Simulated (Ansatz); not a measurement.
System: Zn.

Input

```
crystal:
  lattice:
    - [2.6647980532, -0.0399719708, 0.0]
    - [-1.3670157687, 2.3277687954, 0.0]
    - [0.0, 0.0, 4.9467]
  atoms:
    - { symbol: Zn, position: [0.3333333333, 0.6666666667, 0.25] }
    - { symbol: Zn, position: [0.6666666667, 0.3333333333, 0.75] }
basis:
  ecutwfc: 420
kpoints:
  mp_grid: { grid: [24, 24, 10] }
hamiltonian:
  xc: pbe
scf:
  occupations: { method: gaussian, width: 0.15 }
output:
  forces: true
  stress: true
  eigenvalues: true
  write_density: true
  write_potential: true
  elf: true
  volumetric_format: npy
```

Launched as:

```sh
ansatz run input.yaml --threads 1 --pin off --max-ram 2560MiB --backend cpu --events-out ev --progress --plain --runs-dir out
```

Below, planes, directions and counts refer to the conventional cell (a = 2.63 Å, b = 4.95 Å, c = 2.67 Å, α = 90.00°, β = 118.71°, γ = 90.00°).

Space group P2₁/m; changed on purpose from its base cell (strain -0.0300 x Voigt [0, 0, 0, 0, 0, 1], atoms carried along).

Method: DFT PBE, scalar-relativistic, plane waves, PAW in Ansatz.

### What can the converged valence pseudo-density and electron localisation function tell about the bonding?

Zn–Zn (2.90 Å): ρ at the midpoint is about 0.16 e/Å³; the ELF is about 0.25 at the midpoint: no localised pair shows between them.

### Does the calculation give a band gap?

It is metallic or semimetallic at this level of theory: no gap opens.

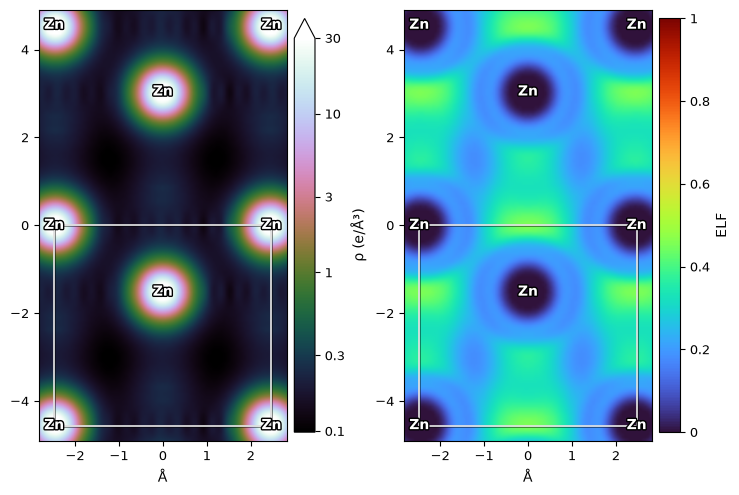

Computed valence pseudo-density and electron localisation function on the (101) plane of the conventional cell, in this order. 
